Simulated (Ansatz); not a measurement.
## ZnO: a changed input and its effect

System: ZnO (Pm-3m, 2 atoms in the cell).
Method of run A: DFT LDA, scalar-relativistic, plane waves, PAW, no spin polarisation (Ansatz 0.2.0).

Text and figures count atoms from 1; the logs count them from 0 in places.

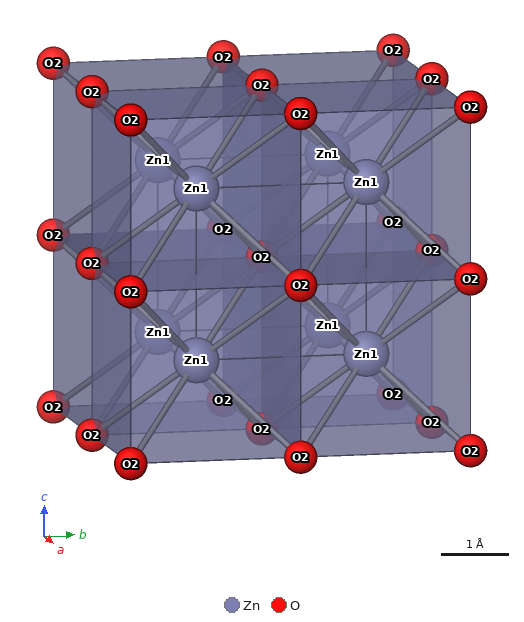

Figure 1. The structure (polyhedral view of the cell of the calculation, seen slightly off an axis; polyhedra are completed across the faces of the cell; atoms are numbered from 1 in the order of the input).

### The input, run A
```yaml
crystal:
  lattice:
    - [2.626015069, 0.0, 0.0]
    - [0.0, 2.626015069, 0.0]
    - [0.0, 0.0, 2.626015069]
  atoms:
    - { symbol: Zn, position: [0.0, 0.0, 0.0] }
    - { symbol: O, position: [0.5, 0.5, 0.5] }
basis:
  ecutwfc: 420
kpoints:
  mp_grid: { grid: [6, 6, 6] }
hamiltonian:
  xc: lda
scf:
  occupations: { method: gaussian, width: 0.05 }
output:
  forces: true
  stress: true
  eigenvalues: true
```

Launched with:
```bash
ansatz run input.yaml --threads 1 --pin off --max-ram 1228MiB --backend cpu --events-out ev --progress --plain --runs-dir out
```

Hardware: 1 thread of Intel Xeon (Granite Rapids), 64 GiB of memory available, shared host.

### Output, shortened to warnings, some set-up lines, iterations and results (run A)
```
Basis set: ecut = 420 eV, 365 PW (Γ)
Symmetry: 48 space group operations
k-points: 20 of 216
Initial density: superposition of atomic densities (neutral atoms: chi_scale 0, normalization atom), corrected by the library's trained network
[...]
SCF iter   1: F=—  HF=-3800.571478 eV  |F-HF|=—  |Δ(HF+E_count)|=         —  Δρ=1.73e-2  dr2=4.24e-2  ethr=1.77e-3  ⟨swp⟩=5.2  Hψ=1388  notcnv=0
SCF iter   2: F=—  HF=-3800.560742 eV  |F-HF|=—  |Δ(HF+E_count)|=   1.07e-2  Δρ=4.98e-3  dr2=4.89e-3  ethr=2.35e-4  ⟨swp⟩=2.5  Hψ=550  notcnv=0
SCF iter   3: F=—  HF=-3800.559651 eV  |F-HF|=—  |Δ(HF+E_count)|=   1.09e-3  Δρ=2.17e-3  dr2=3.63e-4  ethr=2.72e-5  ⟨swp⟩=2.7  Hψ=472  notcnv=0
SCF iter   4: F=—  HF=-3800.559465 eV  |F-HF|=—  |Δ(HF+E_count)|=   1.87e-4  Δρ=4.62e-4  dr2=9.25e-6  ethr=2.02e-6  ⟨swp⟩=2.0  Hψ=394  notcnv=0
SCF iter   5: F=—  HF=-3800.559469 eV  |F-HF|=—  |Δ(HF+E_count)|=   4.40e-6  Δρ=4.15e-5  dr2=1.55e-7  ethr=5.14e-8  ⟨swp⟩=2.0  Hψ=442  notcnv=0
SCF iter   6: F=-3800.559469 eV  HF=-3800.559469 eV  |F-HF|=3.77e-9  |Δ(HF+E_count)|=   7.94e-9  Δρ=3.87e-6  dr2=2.49e-9  ethr=5.56e-10  ⟨swp⟩=5.1  Hψ=1154  notcnv=0
SCF 1 converged in 6 iterations: F = -3800.559469 eV  dr2 = 2.49e-9
SCF converged after 6 iterations
Free energy (F): -3800.559469 eV
Harris-Foulkes:  -3800.559469 eV  (|F-HF|=3.77e-9)
Internal energy: -3800.558932 eV  (E = F + TS)
E sigma→0 (E₀):  -3800.559201 eV
Entropy (-TS):   -0.000537 eV (-0.269 meV/atom)
Fermi energy:    11.363754 eV
--- Per-component energies (eV) ---
  E_band       = 92.083265
  E_kinetic    = 306.297018
  E_local      = -1599.663356  (includes V_loc(G=0)·N_el)
  E_nonlocal   = 672.402778
  E_hartree    = 651.312145
  E_xc         = -207.519944
  E_vxc        = -146.301209  (∫ρ·V_xc dr)
  E_paw        = -1908.193671  (= ΣΔE_a)
  E_vpaw       = -443.277361  (= ΣTr[D̂ρ^β])
  E_aug_tail   = 0.001950  (compensation charges beyond the density's cutoff)
  E_ewald      = -1716.849915
  E_core_change = 1.654063  (= ΣΔE_core)
  E_smearing   = -0.000537  (= −TS)
  E_closure    = -0.000000  (closes the sum)
  Σ components = -3800.559469   (vs F -3800.559469, Δ=0.00e0)
--- Forces (eV/Å), atoms counted from 1 ---
  atom   1  Zn     0.00000000    -0.00000000    -0.00000000
  atom   2  O      0.00000000    -0.00000000    -0.00000000
  max |Σ_I F_I| component: 1.74e-29 eV/Å
--- Stress (GPa, compression-positive) ---
       -3.044641       0.000000       0.000000
        0.000000      -3.044641       0.000000
       -0.000000       0.000000      -3.044641
  P = ⅓ Tr σ = -3.0446 GPa (-30.446 kbar)
```

For run B the input was changed thus:
```diff
-    - [2.626015069, 0.0, 0.0]
-    - [0.0, 2.626015069, 0.0]
-    - [0.0, 0.0, 2.626015069]
+    - [2.5946121097, 0.0, 0.0]
+    - [0.0, 2.5946121097, 0.0]
+    - [0.0, 0.0, 2.5946121097]
```

Predict how the results change.

With the same functional and potentials, run B lies 1.4 meV per atom higher. The pressure goes from −3.04 to 4.41 GPa. The volume per atom goes from 9.05 to 8.73 Å³. The cell is scaled evenly with the atoms at fixed fractional positions, so −ΔP/Δ ln V estimates the bulk modulus midway between the two volumes: about 210 GPa. The number of SCF iterations is the same. The plane waves at Γ go from 365 to 341.

### Output, shortened to warnings, some set-up lines, iterations and results (run B)
```
Basis set: ecut = 420 eV, 341 PW (Γ)
Symmetry: 48 space group operations
k-points: 20 of 216
Initial density: superposition of atomic densities (neutral atoms: chi_scale 0, normalization atom), corrected by the library's trained network
[...]
SCF iter   1: F=—  HF=-3800.568341 eV  |F-HF|=—  |Δ(HF+E_count)|=         —  Δρ=1.72e-2  dr2=3.97e-2  ethr=1.77e-3  ⟨swp⟩=4.6  Hψ=1397  notcnv=0
SCF iter   2: F=—  HF=-3800.557976 eV  |F-HF|=—  |Δ(HF+E_count)|=   1.04e-2  Δρ=4.97e-3  dr2=4.67e-3  ethr=2.20e-4  ⟨swp⟩=2.9  Hψ=579  notcnv=0
SCF iter   3: F=—  HF=-3800.556906 eV  |F-HF|=—  |Δ(HF+E_count)|=   1.07e-3  Δρ=2.22e-3  dr2=3.62e-4  ethr=2.60e-5  ⟨swp⟩=2.7  Hψ=477  notcnv=0
SCF iter   4: F=—  HF=-3800.556720 eV  |F-HF|=—  |Δ(HF+E_count)|=   1.85e-4  Δρ=4.75e-4  dr2=9.52e-6  ethr=2.01e-6  ⟨swp⟩=2.0  Hψ=396  notcnv=0
SCF iter   5: F=—  HF=-3800.556723 eV  |F-HF|=—  |Δ(HF+E_count)|=   2.45e-6  Δρ=4.17e-5  dr2=1.51e-7  ethr=5.29e-8  ⟨swp⟩=2.0  Hψ=443  notcnv=0
SCF iter   6: F=-3800.556723 eV  HF=-3800.556723 eV  |F-HF|=4.22e-9  |Δ(HF+E_count)|=   1.76e-9  Δρ=4.64e-6  dr2=3.61e-9  ethr=5.56e-10  ⟨swp⟩=5.2  Hψ=1189  notcnv=0
SCF 1 converged in 6 iterations: F = -3800.556723 eV  dr2 = 3.61e-9
SCF converged after 6 iterations
Free energy (F): -3800.556723 eV
Harris-Foulkes:  -3800.556723 eV  (|F-HF|=4.22e-9)
Internal energy: -3800.556209 eV  (E = F + TS)
E sigma→0 (E₀):  -3800.556466 eV
Entropy (-TS):   -0.000514 eV (-0.257 meV/atom)
Fermi energy:    12.030491 eV
--- Per-component energies (eV) ---
  E_band       = 102.283946
  E_kinetic    = 307.629566
  E_local      = -1569.337363  (includes V_loc(G=0)·N_el)
  E_nonlocal   = 672.635837
  E_hartree    = 640.826659
  E_xc         = -208.050681
  E_vxc        = -146.978223  (∫ρ·V_xc dr)
  E_paw        = -1908.287225  (= ΣΔE_a)
  E_vpaw       = -443.320681  (= ΣTr[D̂ρ^β])
  E_aug_tail   = 0.002127  (compensation charges beyond the density's cutoff)
  E_ewald      = -1737.629194
  E_core_change = 1.654063  (= ΣΔE_core)
  E_smearing   = -0.000514  (= −TS)
  E_closure    = -0.000000  (closes the sum)
  Σ components = -3800.556723   (vs F -3800.556723, Δ=0.00e0)
--- Forces (eV/Å), atoms counted from 1 ---
  atom   1  Zn     0.00000000    -0.00000000     0.00000000
  atom   2  O      0.00000000    -0.00000000     0.00000000
  max |Σ_I F_I| component: 1.76e-29 eV/Å
--- Stress (GPa, compression-positive) ---
        4.410079      -0.000000       0.000000
        0.000000       4.410079       0.000000
        0.000000       0.000000       4.410079
  P = ⅓ Tr σ = 4.4101 GPa (44.101 kbar)
```

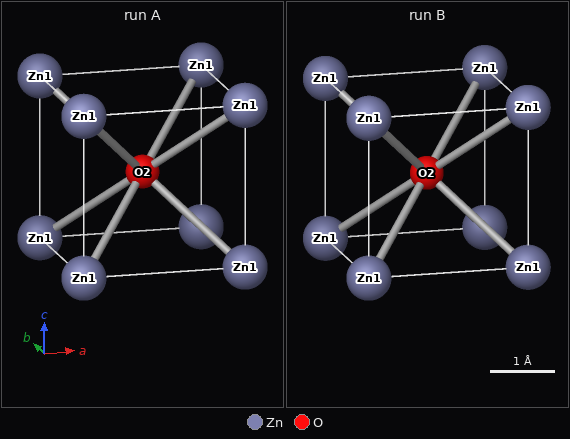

Figure 2. The two input geometries at one scale (ball-and-stick view of the cell of the calculation, seen slightly off an axis). No atom moves by more than 0.005 Å relative to the cell. The drawn cell changes as follows: a = b = c 2.626 → 2.595 Å (−1.2 %); the volume changes by −3.5 %. Among the contacts that change: Zn1–O2 2.274 → 2.247 Å.

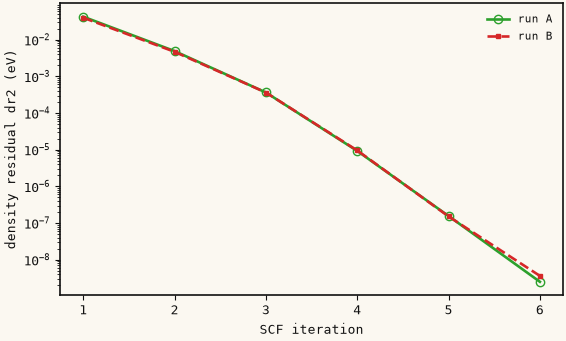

Figure 3. Convergence of the two runs: density residual dr2 against the SCF iteration. Run A takes 6 iterations in all, and run B takes 6.

### The two runs side by side

```csv
quantity,run A,run B
outcome,converged,converged
free energy per atom (eV),−1900.2797,−1900.2784
gap on the mesh (eV),0.00,0.00
pressure (GPa),−3.04,4.41
volume per atom (Å³),9.05,8.73
largest force (eV/Å),0.000,0.000
SCF iterations,6,6
irreducible k-points,20,20
plane waves at Γ,365,341
```
